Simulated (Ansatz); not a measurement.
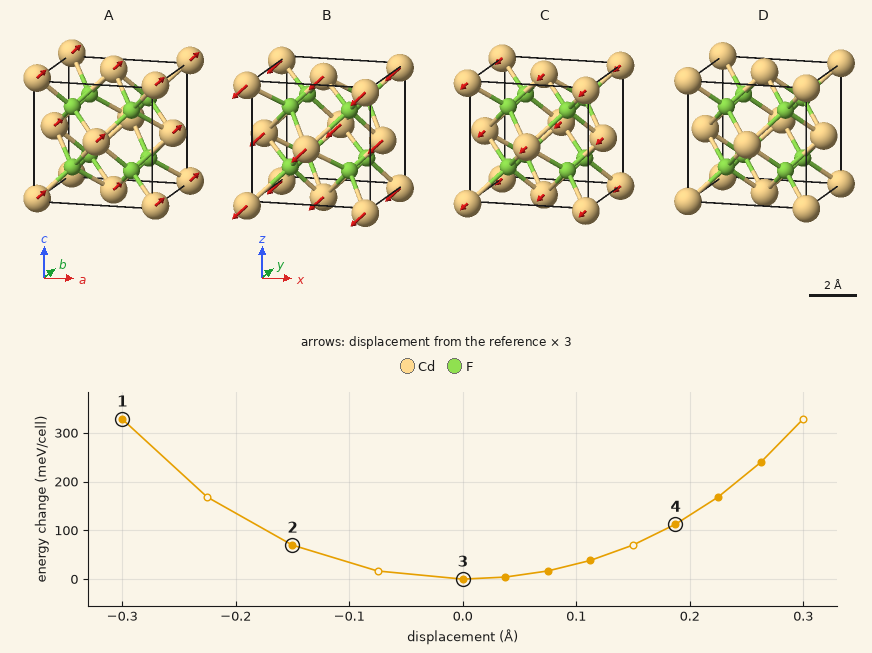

Energy scan for a crystal of CdF2 (Fm-3m), in which the whole Cd sublattice is shifted rigidly, along Cartesian [1 1 1], all else fixed. The frames are shuffled; the numbered points of the plot belong to them. Hollow markers are points alike by symmetry, not computed again. The picture is a ball-and-stick view of the conventional cell (4 times the calculation's cell), seen slightly off an axis. Red arrows: displacements from the reference. Lengths and directions refer to the drawn axes.

Level of theory: DFT LDA, scalar-relativistic, plane waves, PAW in Ansatz 0.2.0. Set-up: plane-wave cutoff 420 eV; k-point mesh 8 × 8 × 8; occupations gaussian; smearing width 0.05 eV; no spin polarisation. Energies (free energies at the smearing named) are counted from the relaxed crystal.

Question: Match the frames to the points.

Answer: Point 1 is frame B (the displacement −0.30 Å, 329 meV/cell); 2 is frame C (the displacement −0.15 Å, 70 meV/cell); 3 is frame D (the displacement 0.00 Å, 0 meV/cell); 4 is frame A (the displacement 0.1875 Å, 113 meV/cell). The lowest computed point lies at the displacement 0.00 Å (0 meV/cell). The curvature at zero is about 5.9 eV/Å² per cell. The well is symmetric. At the highest point the shortest interatomic distance is 1.99 Å, against 2.29 Å in the reference. The distortion takes the space group from Fm-3m to R3m.
